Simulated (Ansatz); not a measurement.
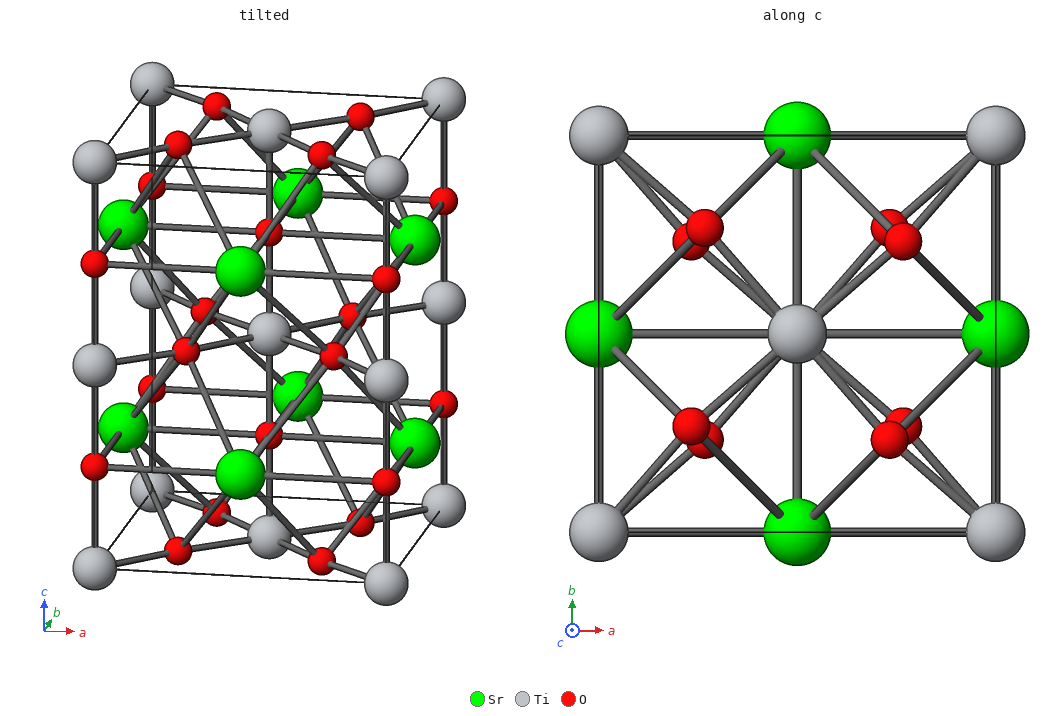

Ball-and-stick representation of a periodic structure, projected slightly off an axis and along the c axis. The parallelepiped is the conventional unit cell.

SrTiO₃, space group I4/mcm (No. 140), a = 5.518 Å, b = 5.518 Å, c = 7.827 Å, α = 90.00°, β = 90.00°, γ = 90.00°. The structure was taken from a structure listed in the Materials Project. Earlier steps of the study, as a rule a relaxation of our own, may have changed the cell and positions, so they can lie some per cent off the listed ones. Ansatz was used for an electronic-structure calculation on it.

This one geometry was computed with Ansatz (DFT, plane waves, PAW) at five levels of theory: PBE, PBE0, r2SCAN, PBE with spin-orbit coupling and HSE06. It was relaxed beforehand with r2SCAN.

**Which level gives the highest pressure at this volume, and what does that say about its equilibrium volume?**

Highest: PBE (4.0 GPa) and PBE with spin-orbit coupling (4.0 GPa), which points to the largest equilibrium volume. Lowest, with the smallest volume: PBE0 (-1.9 GPa) and HSE06 (-1.8 GPa). Levels within 0.5 GPa of each other can't be told apart.

**How does the band gap change with the level of theory?**

PBE with spin-orbit coupling: a gap of 1.93 eV, direct; PBE: a gap of 1.94 eV, direct; r2SCAN: a gap of 2.31 eV, direct; HSE06: a gap of 3.39 eV, direct; PBE0: a gap of 4.13 eV, direct.

**Collect the results in a table.**

| level | cutoff (eV) | k-mesh of the run's cell | gap (eV) | pressure (GPa) |
| --- | --- | --- | --- | --- |
| PBE | 420 | 6×6×6 | 1.94 | 4.0 |
| PBE0 | 420 | 4×4×4 | 4.13 | -1.9 |
| r2SCAN | 500 | 6×6×6 | 2.31 | 0.0 |
| PBE with spin-orbit coupling | 420 | 6×6×6 | 1.93 | 4.0 |
| HSE06 | 420 | 4×4×4 | 3.39 | -1.8 |

Gaps are taken on the k-mesh or band path of each run.
